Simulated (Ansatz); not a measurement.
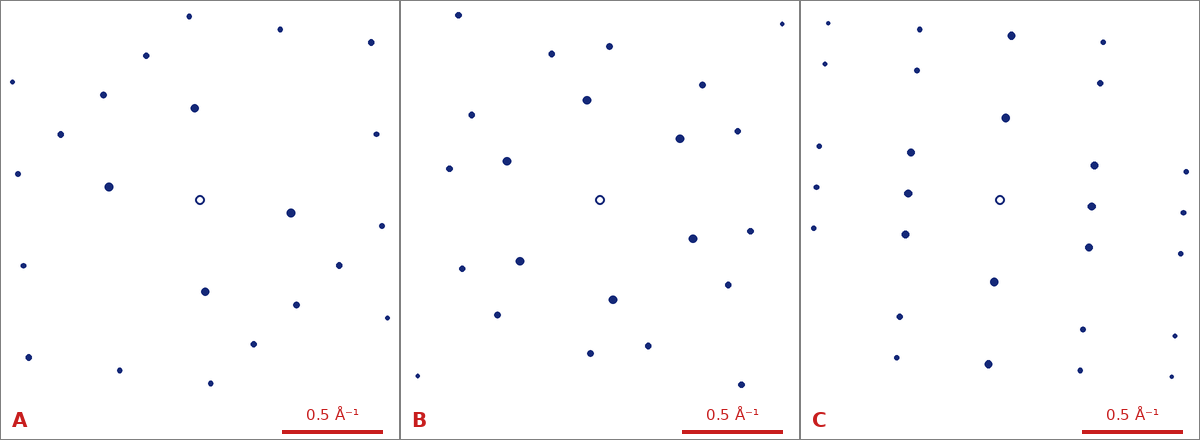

Kinematic zone-axis patterns, calculated for 120 keV electrons with B = 0.5 Å².

All three come from Ru, space group Pm-3n (No. 223), a = 4.864 Å. Structure: the input geometry of an electronic-structure calculation (not necessarily at equilibrium); the starting structure was generated, so it need not be a known form of this composition.

```cif
data_structure
_symmetry_space_group_name_H-M 'Pm-3n'
_symmetry_Int_Tables_number 223
_cell_length_a 4.8638
_cell_length_b 4.8638
_cell_length_c 4.8638
_cell_angle_alpha 90.000
_cell_angle_beta 90.000
_cell_angle_gamma 90.000
_cell_volume 115.06
loop_
_atom_site_label
_atom_site_type_symbol
_atom_site_symmetry_multiplicity
_atom_site_Wyckoff_symbol
_atom_site_fract_x
_atom_site_fract_y
_atom_site_fract_z
_atom_site_occupancy
Ru1 Ru 2 a 0.00000 0.00000 0.00000 1
Ru2 Ru 6 c 0.25000 0.00000 0.50000 1
```

Question: Assign the zone axes [111], [210], [211] to A, B and C.

Answer: A is [211]: rectangular net of 0 1 -1 (itself too weak to see) at d = 3.44 Å and -1 1 1 (itself extinct) at d = 2.81 Å, at 90.0°. B is [111]: hexagonal net of -1 0 1 (itself too weak to see) at d = 3.44 Å and 0 -1 1 (itself too weak to see) at d = 3.44 Å, at 60.0°. C is [210]: rectangular net of 0 0 1 (itself extinct) at d = 4.86 Å and 1 -2 0 at d = 2.18 Å, at 90.0°.
